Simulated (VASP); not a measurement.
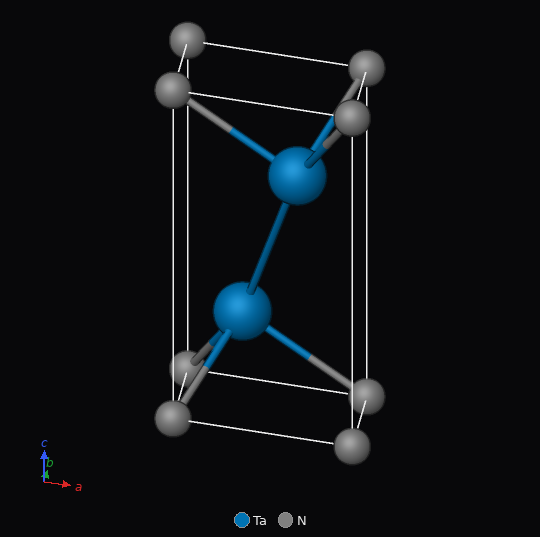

Ta2N, space group P-3m1 (No. 164), a = 3.113 Å, b = 3.113 Å, c = 4.870 Å, α = 90.00°, β = 90.00°, γ = 120.00°

```json
{"site": "Ta", "Wyckoff": "2d", "x": "0.3333", "y": "0.6667", "z": "0.2547"}
{"site": "N", "Wyckoff": "1a", "x": "0.0000", "y": "0.0000", "z": "0.0000"}
```

Origin: a cell listed in the Materials Project, as set up for an electronic-structure calculation.

> Compute the Voronoi cell of each site (no radii): faces and volume.

```
site  faces above 1 % of the sphere  volume (Å³)  solid angle by neighbour (%)
  Ta                             12        15.22                    Ta 50 N 50
   N                              6        10.42                        Ta 100
```

Weighted by multiplicity the volumes add up to the cell volume, 40.9 Å³.

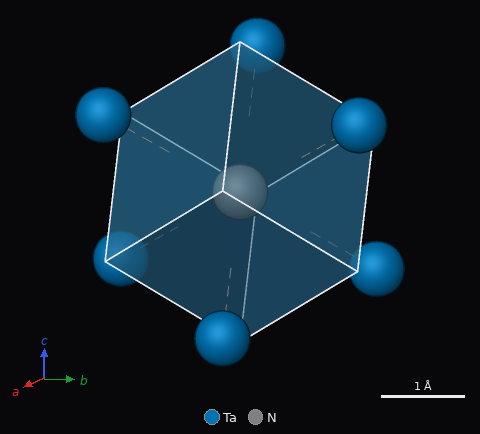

The computed Voronoi cell of N, with the neighbours that bound it.
